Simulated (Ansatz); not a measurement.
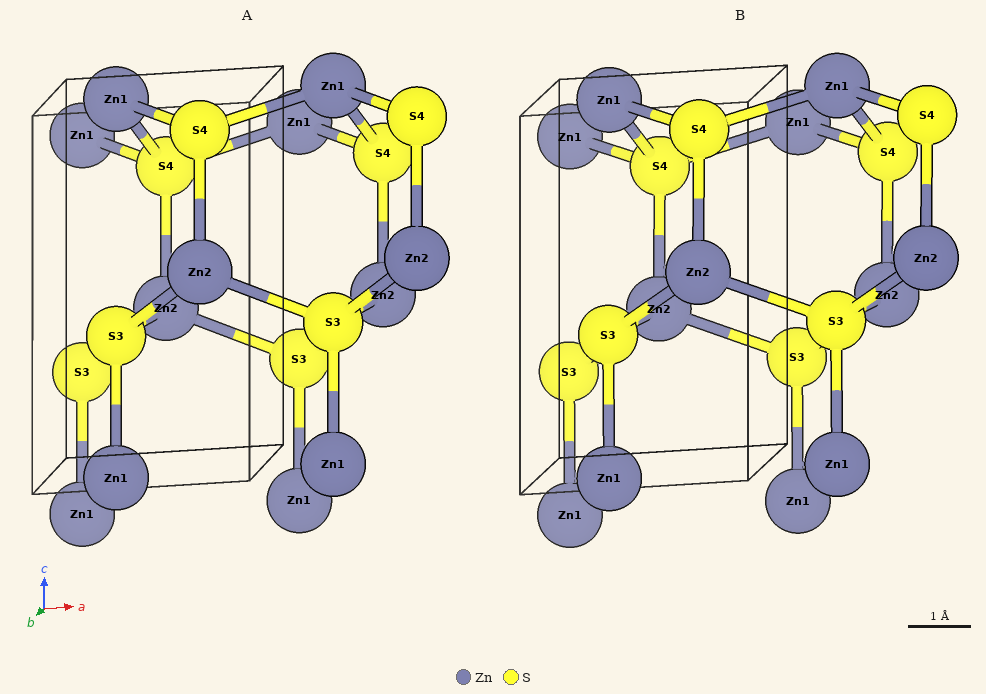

Two geometries of solid ZnS (built on the wurtzite type) at its r2SCAN-relaxed geometry: one is the relaxed structure, the other was perturbed away from it. The picture is a ball-and-stick view of the cell of the calculation, repeated 2 × 2 × 1 with one cell outlined, seen from a free direction.

All numbers below come from Ansatz, DFT, r2SCAN, plane waves, PAW. Set-up: plane-wave cutoff 500 eV; k-point mesh 12 × 12 × 4; occupations fixed; no spin polarisation.

Which one is perturbed?

Structure B is the perturbed one. The cell is strained by +5.0 % along a and none across it (volume +5.0 %). The atoms were relaxed with r2SCAN under that strain, and this is a single point on that geometry. Energy change: +17.9 meV per atom. Pressure: 0.0 GPa before, −3.4 GPa after. The principal stresses (compression positive) are −1.9 GPa along c, −2.5 GPa along [1 2 0], −5.7 GPa along a. The forces stay under 0.01 eV/Å. The band gap goes from 2.78 to 2.51 eV. Near-neighbour distances before and after: S–Zn 2.334 → 2.360 to 2.387 Å. The space group (tolerance 0.01 Å) goes from P6_3mc (No. 186) to Cmc2_1 (No. 36).
